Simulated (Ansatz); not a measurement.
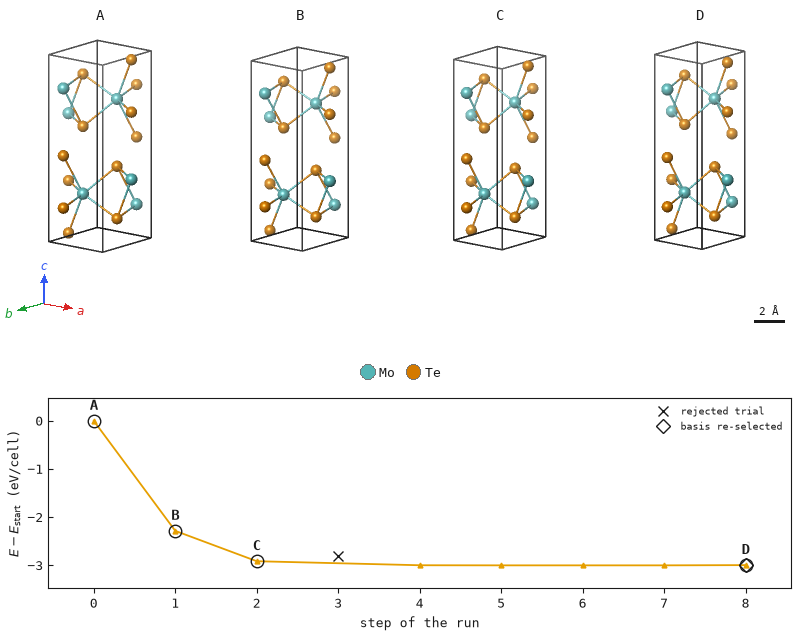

Frames of a relaxation of crystalline Te2Mo (built on the 2H (MoS2) bulk type), marked on the history of the run. A ball-and-stick model of the cell of the calculation, seen from a free direction.

Level of theory: DFT, PBE-D3(BJ), plane waves, PAW (Ansatz 0.2.0). Set-up: plane-wave cutoff 420 eV; k-point mesh 6 × 6 × 2; occupations fermi dirac; smearing width 0.02 eV; no spin polarisation; cell and atoms relaxed; force threshold 0.005 eV/Å.

Describe the path.

Over 6 accepted moves (8 points after the start) the energy falls by 2.995 eV per cell of the calculation. Largest force component: 2.3 eV/Å at the start, 0.00056 eV/Å at the end. Pressure: −16.09 GPa at the start and −0.01 GPa at the end. The line search rejected the trial step at point 3 of the run. At 1 point the geometry stayed and the basis and grid were re-selected for the new cell (energy shift of 5.0 meV per cell of the calculation at most each time). The largest moves relative to the cell, 0.10 Å, are those of Te atoms. Mo stays in place. Cell: a = b 3.961 → 3.498 Å (−11.7 %), c 13.800 → 13.684 Å (−0.8 %). Volume −22.7 %. Near-neighbour distances that change, for instance: Te–Te 3.961 → 3.498 Å, Mo–Te 2.995 → 2.716 Å. Among the angles between lasting bonds that change: Te–Mo–Te 80.4° → 84.0°, Te–Mo–Te 82.8° → 80.2°, Mo–Te–Mo 82.8° → 80.2°. The space group stays P6_3/mmc (No. 194). From step 0 to 1: Te atoms move most (0.15 Å), volume −12.8 %, energy −2.284 eV per cell of the calculation. From step 1 to 2: Te atoms move most (0.09 Å), volume −9.8 %, energy −0.630 eV per cell of the calculation. From step 2 to 8: Te atoms move most (0.04 Å), volume −1.6 %, energy −80.8 meV per cell of the calculation.

| step | E − E(0), meV/atom | largest force component, eV/Å | pressure, GPa | volume, Å³/atom | note |
| --- | --- | --- | --- | --- | --- |
| 0 | 0.00 | 2.3082 | -16.09 | 31.246 |  |
| 1 | -380.61 | 0.1803 | -3.87 | 27.242 |  |
| 2 | -485.65 | 0.3582 | -2.83 | 24.560 |  |
| 3 | -468.38 | 0.3800 | 5.58 | 23.016 | rejected |
| 4 | -499.60 | 0.0201 | -0.48 | 24.311 |  |
| 5 | -499.94 | 0.0004 | 0.08 | 24.124 |  |
| 6 | -499.94 | 0.0081 | -0.03 | 24.167 |  |
| 7 | -499.95 | 0.0002 | 0.00 | 24.161 |  |
| 8 | -499.12 | 0.0006 | -0.01 | 24.161 | same geometry, new basis |
